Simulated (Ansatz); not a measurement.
## Energy of HCl along a strain of the cell

System: HCl (Fmmm, 2 atoms in the cell).
Method: DFT PBEsol, scalar-relativistic, plane waves, PAW, no spin polarisation (Ansatz 0.2.0).

The 7 runs differ only in the geometry, by a strain of the cell at fixed fractional positions. Against run 4, the strain is εzz = η. The structure derives from an entry of the Crystallography Open Database.

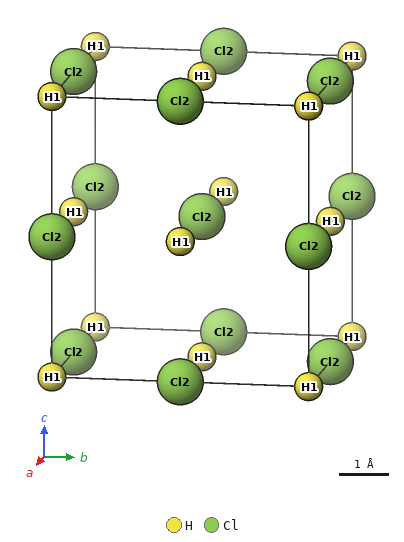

Figure 1. The structure of run 4 (ball-and-stick view of the cell 4 times as large as that of the calculation, set on its symmetry axes, seen slightly off an axis; atoms are numbered from 1 in the order of the input). An atom can appear more than once, as a periodic image.

## Input of run 4
```yaml
crystal:
  lattice:
    - [0.0, 2.675, 2.94065]
    - [2.515, 0.0, 2.94065]
    - [2.515, 2.675, 0.0]
  atoms:
    - { symbol: H, position: [0.0, 0.0, 0.0] }
    - { symbol: Cl, position: [0.5, 0.5, 0.5] }
basis:
  ecutwfc: 420
kpoints:
  mp_grid: { grid: [16, 16, 16] }
hamiltonian:
  xc: pbesol
scf:
  occupations: { method: gaussian, width: 0.15 }
output:
  forces: true
  stress: true
  eigenvalues: true
```

Command:
```bash
ansatz run input.yaml --threads 1 --pin off --max-ram 2560MiB --backend cpu --events-out ev --progress --plain --runs-dir out
```

Lattice vectors (Å) and fractional positions of run 4:
```
   0.000000    2.675000    2.940650
   2.515000    0.000000    2.940650
   2.515000    2.675000    0.000000
H   0.000000  0.000000  0.000000
Cl  0.500000  0.500000  0.500000
```

Run 6 differs from it as follows:
```diff
-    - [0.0, 2.675, 2.94065]
-    - [2.515, 0.0, 2.94065]
+    - [0.0, 2.675, 3.0048875]
+    - [2.515, 0.0, 3.0048875]
```

## Results, with one run withheld

| run | strain parameter η (%) | free energy per atom, from the lowest run given (meV) | pressure (GPa) |
| --- | --- | --- | --- |
| 1 | −8.7379 | 0.00 | −11.07 |
| 2 | −5.8252 | 29.48 | −10.95 |
| 3 | −1.4563 | 64.58 | −10.70 |
| 4 | 0.0000 | 74.28 | −10.60 |
| 5 | 1.4563 | 83.13 | −10.50 |
| 6 | 2.1845 | ? | ? |
| 7 | 2.9126 | 91.20 | −10.39 |

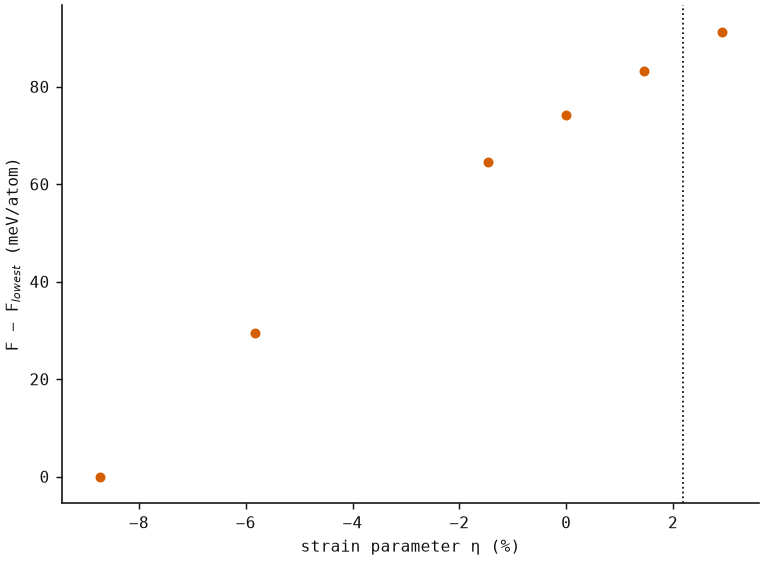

Figure 2. Free energy per atom of the runs given; the dotted line marks run 6.

What should run 6 give?

A cubic polynomial in the coordinate, fitted to the 6 runs given, misses them by at most 0.01 meV per atom. With x = η + 1.9417, it reads F = 61.161 + 7.1826 x − 0.23069 x² + 0.005384 x³ (meV per atom). At run 6 it gives 87.25 meV per atom, and the run itself gives 87.26. The fit has no minimum inside this range.

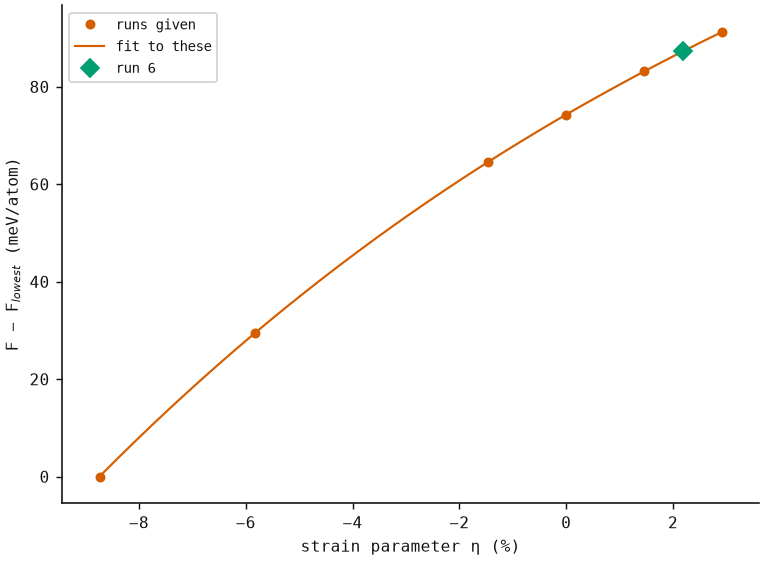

Figure 3. The fit and the withheld run.

## Output, shortened to warnings, some set-up lines, iterations and results (run 6)
```
Basis set: ecut = 420 eV, 795 PW (Γ), exchange–correlation on 54×54×50 points (8 copies of the dense FFT grid, shifted against one another)
Symmetry: 8 space group operations
k-points: 621 of 4096
Initial density: superposition of atomic densities (neutral atoms: chi_scale 0, normalization atom), corrected by the library's trained network
[...]
SCF iter   1: F=—  HF=-1074.367204 eV  |F-HF|=—  |Δ(HF+E_count)|=         —  Δρ=7.72e-3  dr2=2.98e-2  ethr=1.77e-3  ⟨swp⟩=6.5  Hψ=37742  notcnv=0
SCF iter   2: F=—  HF=-1074.366374 eV  |F-HF|=—  |Δ(HF+E_count)|=   8.31e-4  Δρ=4.78e-3  dr2=1.04e-2  ethr=3.73e-4  ⟨swp⟩=1.0  Hψ=9936  notcnv=0
SCF iter   3: F=—  HF=-1074.366179 eV  |F-HF|=—  |Δ(HF+E_count)|=   1.95e-4  Δρ=2.50e-3  dr2=4.09e-3  ethr=1.31e-4  ⟨swp⟩=1.0  Hψ=4968  notcnv=0
SCF iter   4: F=—  HF=-1074.365583 eV  |F-HF|=—  |Δ(HF+E_count)|=   5.97e-4  Δρ=1.41e-3  dr2=1.27e-3  ethr=5.12e-5  ⟨swp⟩=1.0  Hψ=4968  notcnv=0
SCF iter   5: F=—  HF=-1074.365399 eV  |F-HF|=—  |Δ(HF+E_count)|=   1.83e-4  Δρ=1.25e-4  dr2=5.45e-6  ethr=1.59e-5  ⟨swp⟩=1.1  Hψ=5038  notcnv=0
SCF iter   6: F=—  HF=-1074.365412 eV  |F-HF|=—  |Δ(HF+E_count)|=   1.25e-5  Δρ=7.86e-5  dr2=4.76e-6  ethr=6.81e-8  ⟨swp⟩=2.5  Hψ=7622  notcnv=0
SCF iter   7: F=—  HF=-1074.365411 eV  |F-HF|=—  |Δ(HF+E_count)|=   5.59e-7  Δρ=3.65e-5  dr2=9.51e-7  ethr=5.95e-8  ⟨swp⟩=1.0  Hψ=4968  notcnv=0
SCF iter   8: F=-1074.365411 eV  HF=-1074.365411 eV  |F-HF|=1.15e-8  |Δ(HF+E_count)|=   1.96e-7  Δρ=4.69e-6  dr2=1.51e-8  ethr=1.25e-9  ⟨swp⟩=3.0  Hψ=17447  notcnv=0
SCF 1 converged in 8 iterations: F = -1074.365411 eV  dr2 = 1.51e-8
SCF converged after 8 iterations
Free energy (F): -1074.365411 eV
Harris-Foulkes:  -1074.365411 eV  (|F-HF|=1.15e-8)
Internal energy: -1074.362414 eV  (E = F + TS)
E sigma→0 (E₀):  -1074.363913 eV
Entropy (-TS):   -0.002997 eV (-1.498 meV/atom)
Fermi energy:    -1.271168 eV
--- Per-component energies (eV) ---
  E_band       = -43.649233
  E_kinetic    = 164.284254
  E_local      = -275.574941  (includes V_loc(G=0)·N_el)
  E_nonlocal   = 29.706077
  E_hartree    = 80.783064
  E_xc         = -109.973217
  E_vxc        = -126.510044  (∫ρ·V_xc dr)
  E_paw        = -641.583732  (= ΣΔE_a)
  E_vpaw       = 2.877949  (= ΣTr[D̂ρ^β])
  E_aug_tail   = -0.000445  (compensation charges beyond the density's cutoff)
  E_ewald      = -322.081906
  E_core_change = 0.078432  (= ΣΔE_core)
  E_smearing   = -0.002997  (= −TS)
  E_closure    = -0.000000  (closes the sum)
  Σ components = -1074.365411   (vs F -1074.365411, Δ=0.00e0)
--- Forces (eV/Å), atoms counted from 1 ---
  atom   1  H      0.00000000     0.00000000     0.00000000
  atom   2  Cl     0.00000000     0.00000000    -0.00000000
  max |Σ_I F_I| component: 1.58e-30 eV/Å
--- Stress (GPa, compression-positive) ---
      -16.369466       0.000000       0.000000
        0.000000     -10.484757       0.000000
        0.000000       0.000000      -4.487113
  P = ⅓ Tr σ = -10.4471 GPa (-104.471 kbar)
```
